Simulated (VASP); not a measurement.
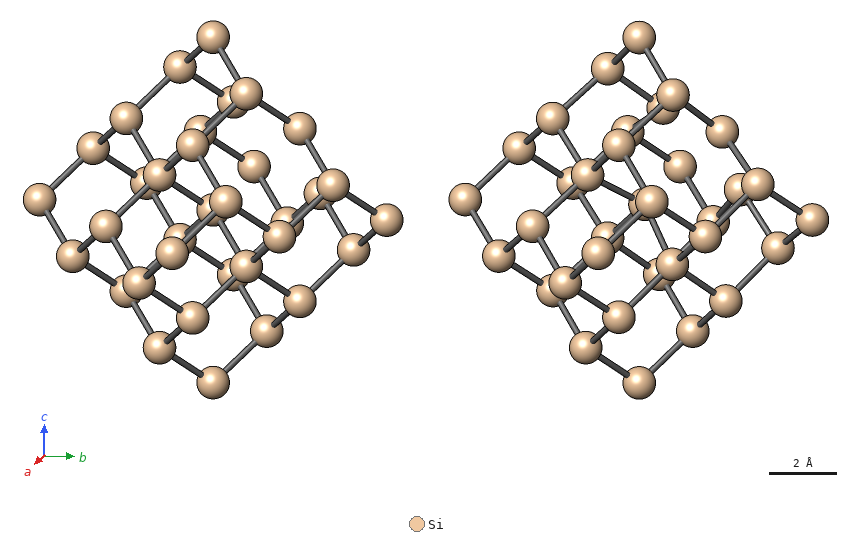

Two geometries of a defect cell of composition Si, drawn at one scale. One is the start of a relaxation, the other its converged end. A ball-and-stick model of the atoms within 5.8 Å of the atom that moves most (axes of the cell of the calculation (origin shifted)), seen slightly off an axis.

Method: Kohn-Sham DFT of a periodic cell, LDA, VASP PAW LDA potentials, recommended (VASP 6.6.1). Set-up: plane-wave cutoff 300 eV; k-point mesh 2 × 2 × 2; occupations fermi-dirac; smearing width 0.05 eV; no spin polarisation.

**Which of the two is the end point?**

The right one is the relaxed one. The run lets the atoms move in a fixed cell. Over 13 geometry steps the energy falls by 0.250 eV per cell of the calculation. The largest force component goes from 0.17 to 0.0021 eV/Å. The largest moves, 0.25 Å, are those of Si atoms. The cell stays as it was. Near-neighbour distances that change, for instance: Si–Si 2.340 → 2.372 Å. Bond angles that change, for instance: Si–Si–Si 109.5° → 115.3°, Si–Si–Si 109.5° → 104.1°, Si–Si–Si 109.5° → 106.9°.
